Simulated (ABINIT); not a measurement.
NMR shielding calculation, with input and output: CsI (part 2 of 2)

Continued. System: CsI (Pm-3m, 2 atoms in the cell). Method: Kohn-Sham DFT of a periodic cell, PBEsol, JTH PAW PBE v2.0, no spin polarisation (ABINIT 10.8.3); cutoff 435.38 eV, 4×4×4 k-mesh, fixed occupations. The structure derives from an entry of the Crystallography Open Database.

Geometry of the input (Å; fractional positions):
```
4.5667  0.0000  0.0000
0.0000  4.5667  0.0000
0.0000  0.0000  4.5667
Cs 0.0000  0.0000  0.0000
I  0.5000  0.5000  0.5000
```

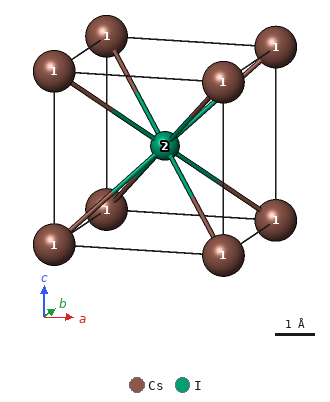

Fig. 1: The input geometry (ball-and-stick view of the cell of the calculation, seen slightly off an axis; atoms are numbered from 1 in the order of the input).

Output, continued:
```
--- !EnergyTerms
iteration_state     : {dtset: 1, }
comment             : Components of total free energy in Hartree
kinetic             :  8.73260747298617E+00
hartree             :  4.04065667991017E+00
xc                  : -1.64109832078957E+01
Ewald energy        : -2.72249609021525E+01
psp_core            :  3.38277922582735E+00
local_psp           : -1.14151151910402E+01
PAW spherical_terms :  6.64799546723130E+00
nucl. magn. dipoles : -3.33309237085860E-07
total_energy        : -3.22470207884426E+01
total_energy_eV     : -8.77486137956490E+02
...

--- !EnergyTermsDC
iteration_state     : {dtset: 1, }
comment             : '"Double-counting" decomposition of free energy'
band_energy         : -5.60067374195966E+00
Ewald energy        : -2.72249609021525E+01
psp_core            :  3.38277922582735E+00
xc_dc               : -1.15703273644658E+01
PAW spherical_terms :  8.76616181579497E+00
total_energy_dc     : -3.22470209669557E+01
total_energy_dc_eV  : -8.77486142814079E+02
...

--- !EnergyTermsWithPAWCore
iteration_state     : {dtset: 1, }
comment             : 'Components of total free energy, including PAW core contributions'
Total energy        : -1.48974662426690E+04
Total energy DC     : -1.48974662428475E+04
Total energy (eV)   : -4.05380708015728E+05
Total energy DC (eV): -4.05380708020586E+05
...

================================================================================
== DATASET  2 ==================================================================

--- !DatasetInfo
iteration_state: {dtset: 2, }
dimensions: {natom: 2, nkpt: 64, mband: 8, nsppol: 1, nspinor: 1, nspden: 1, mpw: 1967, }
cutoff_energies: {ecut:  16.0, pawecutdg:  32.0, }
electrons: {nelect:   1.60000000E+01, charge:   0.00000000E+00, occopt:   1.00000000E+00, tsmear:   1.00000000E-02, }
meta: {optdriver: 1, rfddk: 1, }
...

 mkfilename : getwfk/=0, take file _WFK from output of DATASET   1.

 Real(R)+Recip(G) space primitive vectors, cartesian coordinates (Bohr,Bohr^-1):
 R(1)=  8.6298123  0.0000000  0.0000000  G(1)=  0.1158774  0.0000000  0.0000000
 R(2)=  0.0000000  8.6298123  0.0000000  G(2)=  0.0000000  0.1158774  0.0000000
 R(3)=  0.0000000  0.0000000  8.6298123  G(3)=  0.0000000  0.0000000  0.1158774
 Unit cell volume ucvol=  6.4269371E+02 bohr^3
 Angles (23,13,12)=  9.00000000E+01  9.00000000E+01  9.00000000E+01 degrees
 setup1 : take into account q-point for computing boxcut.

 Coarse grid specifications (used for wave-functions):

 getcut: wavevector=  0.0000  0.0000  0.0000  ngfft=  32  32  32
         ecut(hartree)=     16.000   => boxcut(ratio)=   2.05932

 Fine grid specifications (used for densities):

 getcut: wavevector=  0.0000  0.0000  0.0000  ngfft=  45  45  45
         ecut(hartree)=     32.000   => boxcut(ratio)=   2.00222

--- Pseudopotential description ------------------------------------------------
- pspini: atom type   1  psp file is ./Cs.GGA_PBE-JTH.xml
 Pseudopotential format is: paw10
 basis_size (lnmax)=  6 (lmn_size= 18), orbitals=   0   0   1   1   2   2
 Spheres core radius: rc_sph= 2.20660278
 Shapefunction is SIN type: shapef(r)=[sin(pi*r/rshp)/(pi*r/rshp)]**2
 Radius for shape functions =  2.00394208
 Compensation charge density is not taken into account in XC energy/potential

- pspini: atom type   2  psp file is ./I.GGA_PBE-JTH.xml
 Pseudopotential format is: paw10
 basis_size (lnmax)=  4 (lmn_size=  8), orbitals=   0   0   1   1
 Spheres core radius: rc_sph= 2.30022271
 Shapefunction is SIN type: shapef(r)=[sin(pi*r/rshp)/(pi*r/rshp)]**2
 Radius for shape functions =  2.10879093
 Compensation charge density is not taken into account in XC energy/potential

--------------------------------------------------------------------------------

 ==>  initialize data related to q vector <==

 The list of irreducible perturbations for this q vector is:
    1)    idir= 1    ipert=   3
    2)    idir= 2    ipert=   3
    3)    idir= 3    ipert=   3

================================================================================

--------------------------------------------------------------------------------
 Perturbation wavevector (in red.coord.)   0.000000  0.000000  0.000000
 Perturbation : derivative vs k along direction   1
 The set of symmetries contains only one element for this perturbation.
 symkpt : not enough symmetry to change the number of k points.

--------------------------------------------------------------------------------

--------------------------------------------------------------------------------

 Initialisation of the first-order wave-functions :
  ireadwf=   0

--- !BeginCycle
iteration_state: {dtset: 2, }
solver: {iscf: -3, nstep: 80, nline: 4, wfoptalg: 10, }
tolerances: {tolwfr: 1.00E-18, }
...

     iter   2DEtotal(Ha)        deltaE(Ha) residm    vres2
-ETOT  1  -10.192273539534     -1.019E+01 1.037E-02 0.000E+00
 ETOT  2  -10.202328870983     -1.006E-02 9.459E-06 0.000E+00
 ETOT  3  -10.202333455195     -4.584E-06 7.704E-09 0.000E+00
 ETOT  4  -10.202333460525     -5.330E-09 3.358E-11 0.000E+00
 ETOT  5  -10.202333460542     -1.641E-11 5.669E-13 0.000E+00
 ETOT  6  -10.202333460542     -1.474E-13 5.317E-15 0.000E+00
 ETOT  7  -10.202333460542      3.020E-14 9.441E-17 0.000E+00
 ETOT  8  -10.202333460542      5.329E-15 9.945E-19 0.000E+00

 At SCF step    8   max residual=  9.95E-19 < tolwfr=  1.00E-18 =>converged.
================================================================================

 ----iterations are completed or convergence reached----

 Mean square residual over all n,k,spin=   53.492E-20; max=  99.450E-20
 dfpt_looppert : ek2=    1.6963170061E+01
          f-sum rule ratio=    1.0673371172E+00
 Expectation of eigenvalue derivatives (hartree) for nkpt=  64  k points:
  (in case of degenerate eigenvalues, averaged derivative)
 kpt#   1, nband=  8, wtk=  0.01563, kpt=  0.1250  0.1250  0.1250 (reduced coord)
   0.00198    0.00314   -0.00835   -0.00856    0.00163   -0.04969   -0.04221   -0.02713
 prteigrs : prtvol=0 or 1, do not print more k-points.

 2DEtotal=   -0.1020233346E+02 Ha. Also 2DEtotal=   -0.277619636405E+03 eV
    (  non-var. 2DEtotal :   -1.0202333460E+01 Ha)

--------------------------------------------------------------------------------
 Perturbation wavevector (in red.coord.)   0.000000  0.000000  0.000000
 Perturbation : derivative vs k along direction   2
 The set of symmetries contains only one element for this perturbation.
 symkpt : not enough symmetry to change the number of k points.

--------------------------------------------------------------------------------

--------------------------------------------------------------------------------

 Initialisation of the first-order wave-functions :
  ireadwf=   0

--- !BeginCycle
iteration_state: {dtset: 2, }
solver: {iscf: -3, nstep: 80, nline: 4, wfoptalg: 10, }
tolerances: {tolwfr: 1.00E-18, }
...

     iter   2DEtotal(Ha)        deltaE(Ha) residm    vres2
-ETOT  1  -10.192279881913     -1.019E+01 1.037E-02 0.000E+00
 ETOT  2  -10.202339067781     -1.006E-02 9.452E-06 0.000E+00
 ETOT  3  -10.202343664869     -4.597E-06 7.704E-09 0.000E+00
 ETOT  4  -10.202343670205     -5.336E-09 3.412E-11 0.000E+00
 ETOT  5  -10.202343670221     -1.661E-11 5.673E-13 0.000E+00
 ETOT  6  -10.202343670221     -1.155E-13 5.325E-15 0.000E+00
 ETOT  7  -10.202343670221     -1.066E-14 9.448E-17 0.000E+00
 ETOT  8  -10.202343670221      5.329E-15 9.975E-19 0.000E+00

 At SCF step    8   max residual=  9.98E-19 < tolwfr=  1.00E-18 =>converged.
================================================================================

 ----iterations are completed or convergence reached----

 Mean square residual over all n,k,spin=   51.237E-20; max=  99.752E-20
 dfpt_looppert : ek2=    1.6963170061E+01
          f-sum rule ratio=    1.0673368940E+00
 Expectation of eigenvalue derivatives (hartree) for nkpt=  64  k points:
  (in case of degenerate eigenvalues, averaged derivative)
 kpt#   1, nband=  8, wtk=  0.01563, kpt=  0.1250  0.1250  0.1250 (reduced coord)
   0.00198    0.00314   -0.00851   -0.00840    0.00163   -0.05097   -0.03005   -0.03801
 prteigrs : prtvol=0 or 1, do not print more k-points.

 2DEtotal=   -0.1020234367E+02 Ha. Also 2DEtotal=   -0.277619914225E+03 eV
    (  non-var. 2DEtotal :   -1.0202343668E+01 Ha)

--------------------------------------------------------------------------------
 Perturbation wavevector (in red.coord.)   0.000000  0.000000  0.000000
 Perturbation : derivative vs k along direction   3
 The set of symmetries contains only one element for this perturbation.
 symkpt : not enough symmetry to change the number of k points.

--------------------------------------------------------------------------------

--------------------------------------------------------------------------------

 Initialisation of the first-order wave-functions :
  ireadwf=   0

--- !BeginCycle
iteration_state: {dtset: 2, }
solver: {iscf: -3, nstep: 80, nline: 4, wfoptalg: 10, }
tolerances: {tolwfr: 1.00E-18, }
...

     iter   2DEtotal(Ha)        deltaE(Ha) residm    vres2
-ETOT  1  -10.192279879212     -1.019E+01 1.037E-02 0.000E+00
 ETOT  2  -10.202339065444     -1.006E-02 9.452E-06 0.000E+00
 ETOT  3  -10.202343662532     -4.597E-06 7.704E-09 0.000E+00
 ETOT  4  -10.202343667867     -5.336E-09 3.412E-11 0.000E+00
 ETOT  5  -10.202343667884     -1.658E-11 5.673E-13 0.000E+00
 ETOT  6  -10.202343667884     -1.084E-13 5.325E-15 0.000E+00
 ETOT  7  -10.202343667884      7.105E-15 9.448E-17 0.000E+00
 ETOT  8  -10.202343667884     -1.776E-15 9.975E-19 0.000E+00

 At SCF step    8   max residual=  9.98E-19 < tolwfr=  1.00E-18 =>converged.
================================================================================

 ----iterations are completed or convergence reached----

 Mean square residual over all n,k,spin=   51.237E-20; max=  99.752E-20
 dfpt_looppert : ek2=    1.6963170061E+01
          f-sum rule ratio=    1.0673368936E+00
 Expectation of eigenvalue derivatives (hartree) for nkpt=  64  k points:
  (in case of degenerate eigenvalues, averaged derivative)
 kpt#   1, nband=  8, wtk=  0.01563, kpt=  0.1250  0.1250  0.1250 (reduced coord)
   0.00198    0.00314   -0.00851   -0.00841    0.00163   -0.05097   -0.03005   -0.03801
 prteigrs : prtvol=0 or 1, do not print more k-points.

 2DEtotal=   -0.1020234367E+02 Ha. Also 2DEtotal=   -0.277619914161E+03 eV
    (  non-var. 2DEtotal :   -1.0202343666E+01 Ha)

====================================================

 Orbital magnetic moment computed with DFPT derivative wavefunctions

 Orbital magnetic moment, Cartesian directions :
 -4.49132205E-03 -1.04127356E-09 -8.42312183E-10

 Chern vector, Cartesian directions :
 -2.91293249E-06  2.05460235E-12 -6.28340214E-12

 Orbital magnetic moment, term-by-term breakdown :
     rho(1) CC :   1.97314264E-03 -4.44706221E-10  1.30023218E-10
    rho(1) VV1 :   2.54541335E-05  4.04915193E-13 -5.82026999E-13
    rho(1) VV2 :   2.20511826E-07  1.18899021E-12 -3.15679871E-13
     rho(0) NL :   2.39692928E-04 -5.21273776E-10 -7.84919301E-10
   <L_R> terms :  -1.03997739E-03 -7.68877441E-11 -1.86518091E-10
 <A0.An> terms :   7.20929360E-06  2.71915056E-16 -3.02206539E-16
    Lamb terms :  -5.69706417E-03  0.00000000E+00  0.00000000E+00
 Chern vector, term-by-term breakdown :
  Ch CC :  -2.28852759E-06  2.05988858E-12 -6.29617988E-12
 Ch vv1 :  -6.24404895E-07 -5.28619896E-15  1.27777479E-14
 Ch vv2 :   4.78441266E-21 -3.53188863E-20 -4.30566668E-22

====================================================

================================================================================

 ---- first-order wavefunction calculations are completed ----

 respfn : d/dk was computed, but no 2DTE, so no DDB output.

== END DATASET(S) ==============================================================
================================================================================

 -outvars: echo values of variables after computation  --------
            acell      1.0000000000E+00  1.0000000000E+00  1.0000000000E+00 Bohr
           etotal1    -3.2247020967E+01
           etotal2    -1.0202343668E+01
            fcart1     9.9999999999E+99  9.9999999999E+99  9.9999999999E+99
                       9.9999999999E+99  9.9999999999E+99  9.9999999999E+99
            rprim      8.6298122933E+00  0.0000000000E+00  0.0000000000E+00
                       0.0000000000E+00  8.6298122933E+00  0.0000000000E+00
                       0.0000000000E+00  0.0000000000E+00  8.6298122933E+00
           strten1     9.9999999999E+99  9.9999999999E+99  9.9999999999E+99
                       9.9999999999E+99  9.9999999999E+99  9.9999999999E+99
           xangst      0.0000000000E+00  0.0000000000E+00  0.0000000000E+00
                       2.2833499984E+00  2.2833499984E+00  2.2833499984E+00
             xred      0.0000000000E+00  0.0000000000E+00  0.0000000000E+00
                       5.0000000000E-01  5.0000000000E-01  5.0000000000E-01
 Calculation completed.
```

Summary:

- outcome: converged
- space group (tolerance 0.01 Å): Pm-3m (221)
- electrons treated: 16
- free energy: −877.4861 eV
- Fermi energy of the self-consistent step: −2.977 eV
- wall time: 3.2 min
- peak memory: 0.27 GiB

Notes:

Points of doubt noted for this run: macroscopic susceptibility term left out.
